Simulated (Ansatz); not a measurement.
Si2Ni

```cif
data_structure
_symmetry_space_group_name_H-M 'P 1'
_symmetry_Int_Tables_number 1
_cell_length_a 4.3234
_cell_length_b 4.3234
_cell_length_c 4.3227
_cell_angle_alpha 90.000
_cell_angle_beta 90.000
_cell_angle_gamma 90.000
_cell_volume 80.80
loop_
_atom_site_label
_atom_site_type_symbol
_atom_site_fract_x
_atom_site_fract_y
_atom_site_fract_z
_atom_site_occupancy
Si1 Si 0.00000 0.50000 0.25000 1
Si2 Si 0.50000 0.00000 0.75000 1
Si3 Si 0.50000 0.00000 0.25000 1
Si4 Si 0.00000 0.50000 0.75000 1
Ni1 Ni 0.00000 0.00000 0.00000 1
Ni2 Ni 0.50000 0.50000 0.50000 1
```

Space group I4/mmm; computed pressure about 10 GPa in this cell; computed without spin polarisation.

All numbers below come from DFT PBE, scalar-relativistic, plane waves, PAW in Ansatz.

Predict the valence pseudo-density and electron localisation function between the atoms.

Si–Si (2.16 Å): ρ at the midpoint is about 0.65 e/Å³; the ELF peaks at about 0.85 between the atoms.
Si–Ni (2.42 Å): the density is about 0.42 e/Å³ at the midpoint; the ELF peaks at about 0.75 in the valence shell of Si, 0.9 Å from its nucleus, and is about 0.50 at the midpoint.

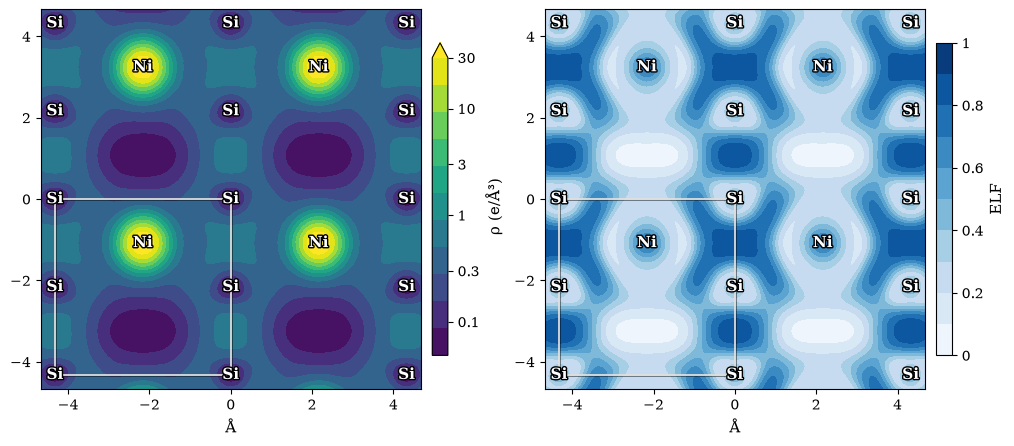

Computed valence pseudo-density and electron localisation function on the (100) plane of the conventional cell, in this order. 

The density is the valence pseudo-density of a PAW calculation; it isn't the true density close to the nuclei.
